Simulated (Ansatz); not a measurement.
```yaml
crystal:
  lattice:
    - [2.38202, -2.38202, 0.00000]
    - [2.38202, 2.38202, 0.00000]
    - [0.00000, 0.00000, 3.71594]
  atoms:
    - { symbol: W, position: [0.00000, 0.00000, 0.00000] }
    - { symbol: W, position: [0.50000, 0.50000, 0.50000] }
    - { symbol: C, position: [0.50000, 0.50000, 0.00000] }
    - { symbol: C, position: [0.00000, 0.00000, 0.50000] }
```

Space group I4/mmm; a structure from a database of computed crystals, not necessarily the ambient phase; computed pressure about 46 GPa in this cell.

Theory: Ansatz, DFT r2SCAN, scalar-relativistic, plane waves, PAW.

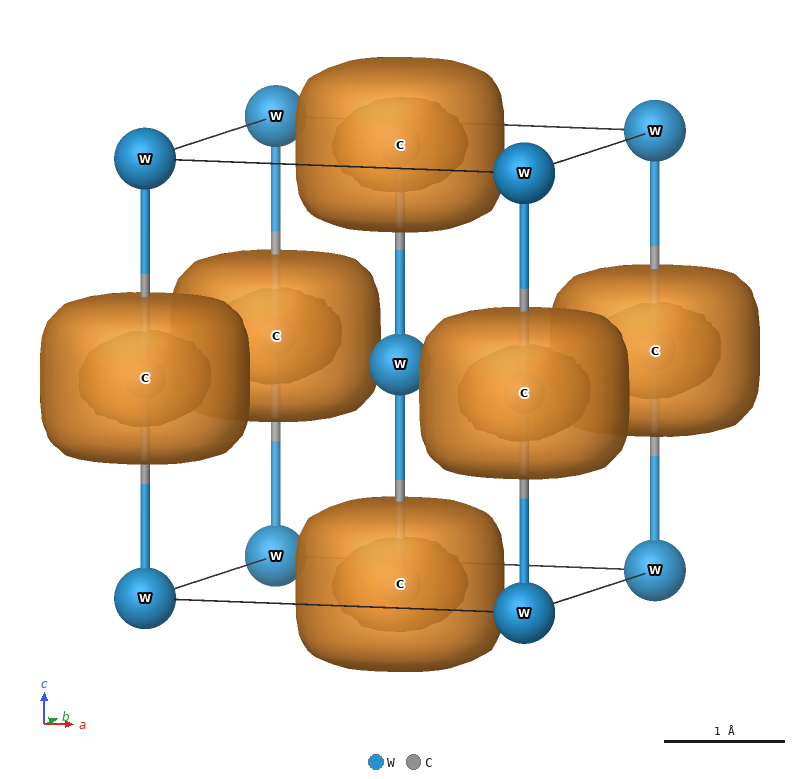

WC. Isosurface of the ELF at 0.65 (orange), seen slightly off an axis. Core shells and regions of very low density are left out. Sticks mark near contacts.

**Where are the electrons localised?**

At this value the surface marks out two regions wrapped around C (the valence shell of each), counted in one cell of 4 atoms. Regions shared between cells count once.

Values along the shortest contacts:
W–C (1.86 Å): the ELF peaks at about 0.80 in the valence shell of C, 0.6 Å from its nucleus, and drops to about 0.35 between the two atoms.

**Does the calculation make it a metal, or give it a gap?**

It is metallic or semimetallic at this level of theory: no gap opens.
